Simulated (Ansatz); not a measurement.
Run report: C216, single-point calculation (part 2 of 3)

Continued. System: C216 (Fd-3m, 216 atoms in the cell). Method: DFT, HSE06, PAW, plane waves (Ansatz 0.2.0); cutoff 420 eV, 1×1×1 k-mesh, Fermi–Dirac smearing of 0.01 eV. The structure was built on a prototype by a generator.

What the program printed, continued:
```
SCF iter   1: F=—  HF=-54172.323133 eV  |F-HF|=—  |Δ(HF+E_count)|=         —  Δρ=1.73e-3  dr2=1.00e-2  ethr=1.77e-3  ⟨swp⟩=17.0  Hψ=3228  notcnv=0
preconditioner: auto → none  [insulator: Δε(μ)=4.190 eV  Ē_g=17.102 eV  σ=0.010 eV  W_gap=1.00  n_scr=364 (ndim 8)  ℏωp=31.4 eV  f_vac=0.000  D(μ)=0.00/eV (n_scr^D=0)]
SCF iter   2: F=—  HF=-54172.340005 eV  |F-HF|=—  |Δ(HF+E_count)|=   1.69e-2  Δρ=8.26e-4  dr2=1.81e-3  ethr=1.16e-6  ⟨swp⟩=13.0  Hψ=2248  notcnv=0
iter 3 solved again at ethr=1.88e-9 eV; its pass at ethr=2.09e-7 eV (dr2=1.63e-5 eV) is discarded
SCF iter   3: F=-54172.345971 eV  HF=-54172.345910 eV  |F-HF|=6.04e-5  |Δ(HF+E_count)|=   5.91e-3  Δρ=8.76e-5  dr2=1.69e-5  ethr=1.88e-9  ⟨swp⟩=3.0  Hψ=2767  notcnv=0
SCF 1 stopped early in 3 iterations: F = -54172.345971 eV  dr2 = 1.69e-5
  greatest PAW one-centre occupation: 0.645 electrons in one spin orbital (limit 2), on the C atom at site 215 (counted from 0), in its partial waves of l = 0
Initial density: handed on by an earlier stage of this run
Initial wavefunctions: those handed on with the density
Functional: x = pbe(κ = 0.804, μ = 0.2195149727645171) + 0.25 (exact − pbe) at short range (hse, ω = 0.20786987370883472 Å⁻¹), c = pbe(β = 0.06672455060314922); HSE06 as pw.x's `hse` composes it (authors' and Libxc's form: `xc: wpbeh`)
Exchange kernel: α = 0.2500, screened, ω = 0.2079 Å⁻¹, Wigner–Seitz truncation, v(0) = 935.1692 eV·Å³, q-mesh 1×1×1, nearest image of the exchange supercell L = 10.66 Å, pair-density grid 60×60×60, without the augmentation charges, whose exchange is taken in its separable form (sized by the pseudopotential files, 72×72×72 at the most), smooth part of the exchange summed in real space on grids 48×4
Frozen-core exchange: fock
SCF iter   1: F=—  HF=-54189.296300 eV  |F-HF|=—  |Δ(HF+E_count)|=         —  Δρ=1.02e-2  dr2=5.35e-1  ethr=1.96e-8  ⟨swp⟩=13.0  Hψ=4221  notcnv=0
preconditioner: auto → none  [insulator: Δε(μ)=5.305 eV  Ē_g=19.416 eV  σ=0.010 eV  W_gap=1.00  n_scr=364 (ndim 8)  ℏωp=31.4 eV  f_vac=0.000  D(μ)=0.00/eV (n_scr^D=0)]
SCF iter   2: F=—  HF=-54189.084622 eV  |F-HF|=—  |Δ(HF+E_count)|=   2.12e-1  Δρ=4.30e-3  dr2=8.42e-2  ethr=1.96e-8  ⟨swp⟩=4.0  Hψ=2400  notcnv=0
SCF iter   3: F=—  HF=-54189.250054 eV  |F-HF|=—  |Δ(HF+E_count)|=   1.65e-1  Δρ=9.32e-4  dr2=3.09e-3  ethr=1.96e-8  ⟨swp⟩=5.0  Hψ=2511  notcnv=0
SCF iter   4: F=—  HF=-54189.248956 eV  |F-HF|=—  |Δ(HF+E_count)|=   1.10e-3  Δρ=1.67e-4  dr2=2.69e-4  ethr=1.96e-8  ⟨swp⟩=3.0  Hψ=1548  notcnv=0
SCF iter   5: F=-54189.250752 eV  HF=-54189.250785 eV  |F-HF|=3.30e-5  |Δ(HF+E_count)|=   1.83e-3  Δρ=8.36e-5  dr2=5.31e-5  ethr=1.20e-8  ⟨swp⟩=4.0  Hψ=1692  notcnv=0
SCF 2 stopped early in 5 iterations: F = -54189.250752 eV  dr2 = 5.31e-5
  greatest PAW one-centre occupation: 0.648 electrons in one spin orbital (limit 2), on the C atom at site 215 (counted from 0), in its partial waves of l = 0
hybrid outer 1: dexx = +2.232e-1 eV, tail = 7.72e-4 eV
SCF iter   1: F=—  HF=-54189.253159 eV  |F-HF|=—  |Δ(HF+E_count)|=         —  Δρ=5.84e-5  dr2=2.10e-5  ethr=4.47e-7  ⟨swp⟩=4.0  Hψ=1661  notcnv=0
preconditioner: auto → none  [insulator: Δε(μ)=5.365 eV  Ē_g=19.431 eV  σ=0.010 eV  W_gap=1.00  n_scr=364 (ndim 8)  ℏωp=31.4 eV  f_vac=0.000  D(μ)=0.00/eV (n_scr^D=0)]
SCF iter   2: F=—  HF=-54189.253155 eV  |F-HF|=—  |Δ(HF+E_count)|=   4.06e-6  Δρ=1.16e-5  dr2=8.64e-7  ethr=1.93e-9  ⟨swp⟩=3.0  Hψ=1449  notcnv=0
SCF iter   3: F=—  HF=-54189.253162 eV  |F-HF|=—  |Δ(HF+E_count)|=   7.07e-6  Δρ=7.19e-6  dr2=3.83e-7  ethr=2.92e-11  ⟨swp⟩=5.0  Hψ=2066  notcnv=0
SCF iter   4: F=-54189.253162 eV  HF=-54189.253162 eV  |F-HF|=4.37e-10  |Δ(HF+E_count)|=   1.93e-7  Δρ=5.42e-7  dr2=9.12e-9  ethr=2.92e-11  ⟨swp⟩=3.0  Hψ=1536  notcnv=0
SCF 3 converged in 4 iterations: F = -54189.253162 eV  dr2 = 9.12e-9
```

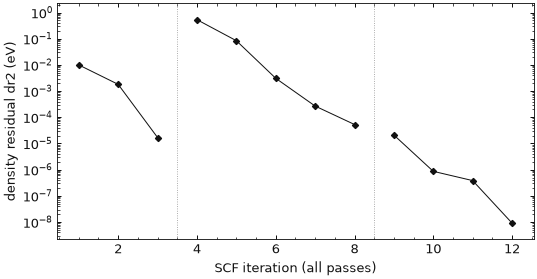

*Convergence of the self-consistent field: density residual dr2 against the SCF iteration. The run starts with a semilocal functional; after that each stretch between dotted lines is one SCF of the hybrid functional between two exact rebuilds of the exchange operator by the outer loop. Early passes are stopped at a loose threshold.*

The passes take 3, 5 and 4 iterations.

```
hybrid outer 2: dexx = +1.095e-5 eV, tail = 2.47e-7 eV, Δε = 2.18e-3 eV (about 4.08e-5 eV left of the loop's levels)
NSCF: frozen V_eff on 1 k-points
hybrid SCF converged: 2 outer / 9 inner (+3 warm-up), last move |dexx| = 1.09e-5 eV, tail = 2.47e-7 eV
Stability not checked: this state was not tested for a lower state beside it, because the functional holds exact exchange (a hybrid, or Hartree-Fock), whose exchange loop this test does not read (fock_operator; see scf.lower_state_search)
Free energy (F): -54189.253166 eV
Harris-Foulkes:  -54189.253166 eV  (|F-HF|=4.37e-10)
Internal energy: -54189.253166 eV  (E = F + TS)
E sigma→0 (E₀):  -54189.253166 eV
Fermi energy:    15.564817 eV
--- Per-component energies (eV) ---
  E_band       = 2577.241318
  E_kinetic    = 19964.777086
  E_local      = -12954.807366  (includes V_loc(G=0)·N_el)
  E_nonlocal   = 5655.224661
  E_hartree    = 2845.048659
  E_xc         = -8539.459121
  E_vxc        = -10493.664739  (∫ρ·V_xc dr)
  E_exx        = -1983.187762  (= α·E_x^exact, valence–valence)
  E_paw        = -21456.501829  (= ΣΔE_a)
  E_vpaw       = -1318.003362  (= ΣTr[D̂ρ^β])
  E_aug_tail   = 0.001709  (compensation charges beyond the density's cutoff)
  E_ewald      = -37716.630063
  E_core_change = -3.719141  (= ΣΔE_core)
  E_smearing   = -0.000000  (= −TS)
  E_closure    = -0.000000  (closes the sum)
  Σ components = -54189.253166   (vs F -54189.253166, Δ=7.28e-12)
--- Forces (eV/Å), atoms counted from 1 ---
  atom   1  C     -0.00000000    -0.00000000    -0.00000000
  atom   2  C     -0.00000000    -0.00000000    -0.00000000
  atom   3  C     -0.00000000    -0.00000000    -0.00000000
  atom   4  C      0.00000000    -0.00000000    -0.00000000
  atom   5  C      0.00000000    -0.00000000    -0.00000000
  atom   6  C      0.00000000    -0.00000000    -0.00000000
  atom   7  C      0.00000000    -0.00000000    -0.00000000
  atom   8  C      0.00000000    -0.00000000    -0.00000000
  atom   9  C     -0.00000000    -0.00000000    -0.00000000
  atom  10  C     -0.00000000    -0.00000000    -0.00000000
  atom  11  C     -0.00000000    -0.00000000    -0.00000000
  atom  12  C     -0.00000000    -0.00000000    -0.00000000
  atom  13  C     -0.00000000    -0.00000000    -0.00000000
  atom  14  C     -0.00000000    -0.00000000    -0.00000000
  atom  15  C     -0.00000000    -0.00000000    -0.00000000
  atom  16  C     -0.00000000    -0.00000000    -0.00000000
  atom  17  C     -0.00000000    -0.00000000    -0.00000000
  atom  18  C     -0.00000000    -0.00000000    -0.00000000
  atom  19  C      0.00000000     0.00000000     0.00000000
  atom  20  C      0.00000000    -0.00000000     0.00000000
  atom  21  C      0.00000000     0.00000000     0.00000000
  atom  22  C     -0.00000000    -0.00000000    -0.00000000
  atom  23  C      0.00000000     0.00000000     0.00000000
  atom  24  C      0.00000000    -0.00000000     0.00000000
  atom  25  C     -0.00000000    -0.00000000    -0.00000000
  atom  26  C      0.00000000     0.00000000    -0.00000000
  atom  27  C      0.00000000     0.00000000    -0.00000000
  atom  28  C     -0.00000000     0.00000000     0.00000000
  atom  29  C     -0.00000000     0.00000000     0.00000000
  atom  30  C     -0.00000000     0.00000000     0.00000000
  atom  31  C     -0.00000000     0.00000000     0.00000000
  atom  32  C     -0.00000000     0.00000000     0.00000000
  atom  33  C     -0.00000000     0.00000000     0.00000000
  atom  34  C     -0.00000000     0.00000000     0.00000000
  atom  35  C      0.00000000     0.00000000     0.00000000
  atom  36  C     -0.00000000     0.00000000     0.00000000
  atom  37  C      0.00000000     0.00000000     0.00000000
  atom  38  C      0.00000000     0.00000000     0.00000000
  atom  39  C     -0.00000000     0.00000000     0.00000000
  atom  40  C      0.00000000     0.00000000     0.00000000
  atom  41  C      0.00000000     0.00000000     0.00000000
  atom  42  C     -0.00000000     0.00000000     0.00000000
  atom  43  C     -0.00000000     0.00000000     0.00000000
  atom  44  C     -0.00000000     0.00000000     0.00000000
  atom  45  C     -0.00000000     0.00000000     0.00000000
  atom  46  C      0.00000000     0.00000000     0.00000000
  atom  47  C      0.00000000     0.00000000     0.00000000
  atom  48  C      0.00000000     0.00000000     0.00000000
  atom  49  C      0.00000000     0.00000000     0.00000000
  atom  50  C      0.00000000     0.00000000     0.00000000
  atom  51  C      0.00000000     0.00000000     0.00000000
  atom  52  C      0.00000000     0.00000000     0.00000000
  atom  53  C      0.00000000     0.00000000     0.00000000
  atom  54  C      0.00000000     0.00000000     0.00000000
  atom  55  C     -0.00000000    -0.00000000    -0.00000000
  atom  56  C     -0.00000000    -0.00000000    -0.00000000
  atom  57  C     -0.00000000    -0.00000000    -0.00000000
  atom  58  C     -0.00000000    -0.00000000    -0.00000000
  atom  59  C     -0.00000000    -0.00000000    -0.00000000
  atom  60  C     -0.00000000    -0.00000000    -0.00000000
  atom  61  C     -0.00000000    -0.00000000    -0.00000000
  atom  62  C     -0.00000000    -0.00000000    -0.00000000
  atom  63  C     -0.00000000    -0.00000000    -0.00000000
  atom  64  C      0.00000000    -0.00000000    -0.00000000
  atom  65  C      0.00000000    -0.00000000    -0.00000000
  atom  66  C      0.00000000    -0.00000000    -0.00000000
  atom  67  C     -0.00000000    -0.00000000    -0.00000000
  atom  68  C      0.00000000    -0.00000000    -0.00000000
  atom  69  C     -0.00000000    -0.00000000    -0.00000000
  atom  70  C     -0.00000000    -0.00000000    -0.00000000
  atom  71  C     -0.00000000    -0.00000000    -0.00000000
  atom  72  C     -0.00000000    -0.00000000    -0.00000000
  atom  73  C      0.00000000    -0.00000000    -0.00000000
  atom  74  C      0.00000000    -0.00000000    -0.00000000
  atom  75  C      0.00000000    -0.00000000    -0.00000000
  atom  76  C      0.00000000    -0.00000000    -0.00000000
  atom  77  C      0.00000000    -0.00000000    -0.00000000
  atom  78  C      0.00000000    -0.00000000    -0.00000000
  atom  79  C      0.00000000    -0.00000000    -0.00000000
  atom  80  C     -0.00000000    -0.00000000    -0.00000000
  atom  81  C      0.00000000    -0.00000000    -0.00000000
  atom  82  C     -0.00000000     0.00000000     0.00000000
  atom  83  C     -0.00000000     0.00000000    -0.00000000
  atom  84  C     -0.00000000     0.00000000     0.00000000
  atom  85  C     -0.00000000    -0.00000000     0.00000000
  atom  86  C     -0.00000000     0.00000000     0.00000000
  atom  87  C     -0.00000000    -0.00000000    -0.00000000
  atom  88  C     -0.00000000     0.00000000    -0.00000000
  atom  89  C     -0.00000000    -0.00000000    -0.00000000
  atom  90  C     -0.00000000     0.00000000    -0.00000000
  atom  91  C      0.00000000     0.00000000     0.00000000
  atom  92  C      0.00000000     0.00000000     0.00000000
  atom  93  C      0.00000000     0.00000000     0.00000000
  atom  94  C      0.00000000     0.00000000     0.00000000
  atom  95  C      0.00000000     0.00000000     0.00000000
  atom  96  C      0.00000000     0.00000000     0.00000000
  atom  97  C      0.00000000     0.00000000     0.00000000
  atom  98  C      0.00000000     0.00000000     0.00000000
  atom  99  C      0.00000000     0.00000000     0.00000000
  atom 100  C      0.00000000     0.00000000     0.00000000
  atom 101  C      0.00000000     0.00000000     0.00000000
  atom 102  C      0.00000000     0.00000000     0.00000000
  atom 103  C      0.00000000     0.00000000     0.00000000
  atom 104  C      0.00000000     0.00000000     0.00000000
  atom 105  C      0.00000000     0.00000000     0.00000000
  atom 106  C      0.00000000     0.00000000     0.00000000
  atom 107  C      0.00000000     0.00000000     0.00000000
  atom 108  C      0.00000000     0.00000000     0.00000000
  atom 109  C     -0.00000000    -0.00000000    -0.00000000
  atom 110  C     -0.00000000    -0.00000000    -0.00000000
  atom 111  C     -0.00000000    -0.00000000    -0.00000000
  atom 112  C     -0.00000000    -0.00000000    -0.00000000
  atom 113  C     -0.00000000    -0.00000000    -0.00000000
  atom 114  C     -0.00000000    -0.00000000    -0.00000000
  atom 115  C     -0.00000000    -0.00000000    -0.00000000
  atom 116  C     -0.00000000    -0.00000000    -0.00000000
  atom 117  C     -0.00000000    -0.00000000    -0.00000000
  atom 118  C      0.00000000    -0.00000000    -0.00000000
  atom 119  C      0.00000000    -0.00000000    -0.00000000
  atom 120  C      0.00000000    -0.00000000    -0.00000000
  atom 121  C      0.00000000    -0.00000000    -0.00000000
  atom 122  C      0.00000000    -0.00000000    -0.00000000
  atom 123  C      0.00000000    -0.00000000    -0.00000000
  atom 124  C     -0.00000000    -0.00000000    -0.00000000
  atom 125  C      0.00000000    -0.00000000    -0.00000000
  atom 126  C      0.00000000    -0.00000000    -0.00000000
  atom 127  C      0.00000000    -0.00000000    -0.00000000
  atom 128  C      0.00000000    -0.00000000    -0.00000000
  atom 129  C      0.00000000    -0.00000000    -0.00000000
  atom 130  C      0.00000000    -0.00000000    -0.00000000
  atom 131  C      0.00000000    -0.00000000    -0.00000000
  atom 132  C      0.00000000    -0.00000000    -0.00000000
  atom 133  C      0.00000000    -0.00000000    -0.00000000
  atom 134  C      0.00000000    -0.00000000    -0.00000000
  atom 135  C      0.00000000    -0.00000000    -0.00000000
  atom 136  C     -0.00000000     0.00000000     0.00000000
  atom 137  C     -0.00000000     0.00000000     0.00000000
  atom 138  C     -0.00000000     0.00000000     0.00000000
  atom 139  C     -0.00000000     0.00000000     0.00000000
  atom 140  C     -0.00000000     0.00000000     0.00000000
  atom 141  C     -0.00000000     0.00000000     0.00000000
  atom 142  C     -0.00000000     0.00000000    -0.00000000
  atom 143  C     -0.00000000     0.00000000    -0.00000000
  atom 144  C     -0.00000000     0.00000000     0.00000000
  atom 145  C      0.00000000     0.00000000     0.00000000
  atom 146  C      0.00000000     0.00000000     0.00000000
  atom 147  C      0.00000000     0.00000000     0.00000000
  atom 148  C      0.00000000     0.00000000     0.00000000
  atom 149  C      0.00000000     0.00000000     0.00000000
  atom 150  C      0.00000000     0.00000000     0.00000000
  atom 151  C      0.00000000     0.00000000     0.00000000
  atom 152  C      0.00000000     0.00000000     0.00000000
  atom 153  C      0.00000000     0.00000000     0.00000000
  atom 154  C      0.00000000     0.00000000     0.00000000
  atom 155  C      0.00000000     0.00000000     0.00000000
  atom 156  C      0.00000000     0.00000000     0.00000000
  atom 157  C      0.00000000     0.00000000     0.00000000
  atom 158  C     -0.00000000     0.00000000     0.00000000
  atom 159  C      0.00000000     0.00000000     0.00000000
  atom 160  C      0.00000000     0.00000000     0.00000000
  atom 161  C      0.00000000     0.00000000     0.00000000
  atom 162  C      0.00000000     0.00000000     0.00000000
  atom 163  C     -0.00000000    -0.00000000    -0.00000000
  atom 164  C     -0.00000000    -0.00000000    -0.00000000
  atom 165  C      0.00000000    -0.00000000    -0.00000000
  atom 166  C     -0.00000000    -0.00000000    -0.00000000
  atom 167  C     -0.00000000    -0.00000000    -0.00000000
  atom 168  C      0.00000000    -0.00000000    -0.00000000
  atom 169  C     -0.00000000    -0.00000000    -0.00000000
```
